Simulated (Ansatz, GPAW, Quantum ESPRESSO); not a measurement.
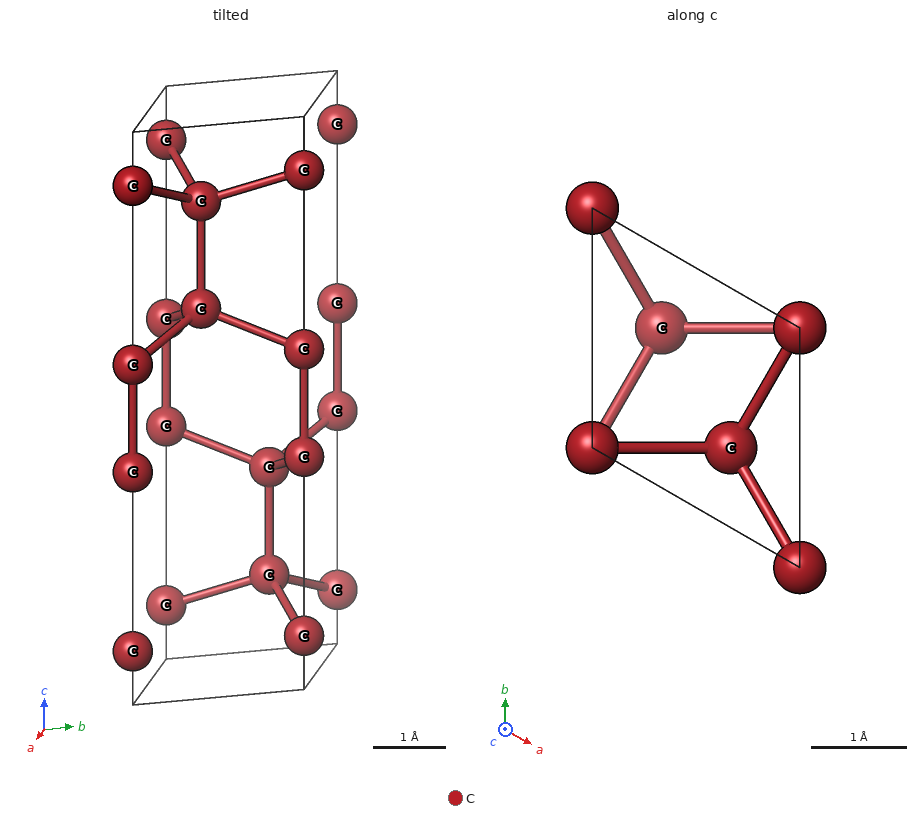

C, space group P6₃/mmc (No. 194), a = 2.522 Å, b = 2.522 Å, c = 8.237 Å, α = 90.00°, β = 90.00°, γ = 120.00° (5.67 Å³/atom). A ball-and-stick picture of a crystal structure, seen slightly off an axis and along the c axis. The edges of the conventional unit cell are marked. The cell is an entry, possibly a prediction, of the Crystallography Open Database.

The cell was scaled uniformly, at fixed shape and fractional positions, in three programs or potential sets. Alike in all runs: functional PBE; k mesh 12 × 12 × 4 on the run's cell of 8 atoms; occupations fermi-dirac, width 0.05 eV; no spin polarisation; no spin-orbit coupling.

Energies from Ansatz LAPW (all-electron):

```tsv
volume (Å³/atom)	E − E(lowest point) (meV/atom)
5.332	35.79
5.445	16.52
5.559	4.81
5.672	0.00
5.785	1.46
5.899	8.62
6.012	20.99
```

What equilibrium volume and bulk modulus do these points give?

Answer. V0 = 5.70 Å³/atom, B0 = 434 GPa and B0′ = 3.7. V0 lies 0.5 % above the volume of the cell as given.

The same fit in all programs:

```tsv
program	V0 (Å³/atom)	B0 (GPa)	B0′
Ansatz LAPW (all-electron)	5.70	434	3.7
Quantum ESPRESSO (SSSP 1.3 efficiency)	?	?	?
GPAW (PAW data 1.2.1)	5.71	434	3.7
```

Estimate the row of Quantum ESPRESSO (SSSP 1.3 efficiency).

Answer. V0 = 5.71 Å³/atom, B0 = 434 GPa and B0′ = 3.7. The other rows span 5.70 to 5.71 Å³/atom and 434 to 434 GPa.

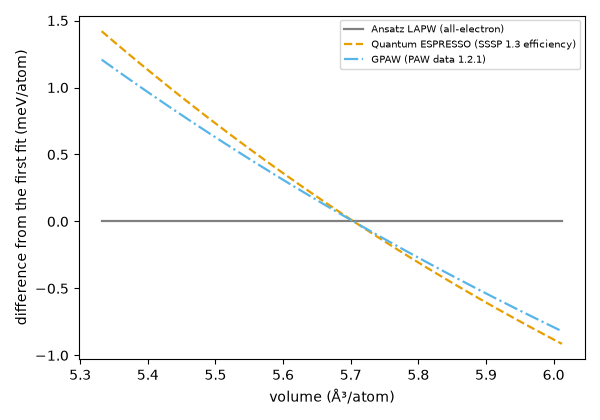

Each fitted curve, counted from its own minimum, less that of Ansatz LAPW (all-electron). With one functional throughout, the spread comes from potentials, basis sets and numerical settings; B0′ is uncertain by a few tenths over so narrow a range.

Caveat: the cell was scaled at fixed shape and fractional positions, which overstates the stiffness of a crystal with free parameters, most of all of layers and chains.
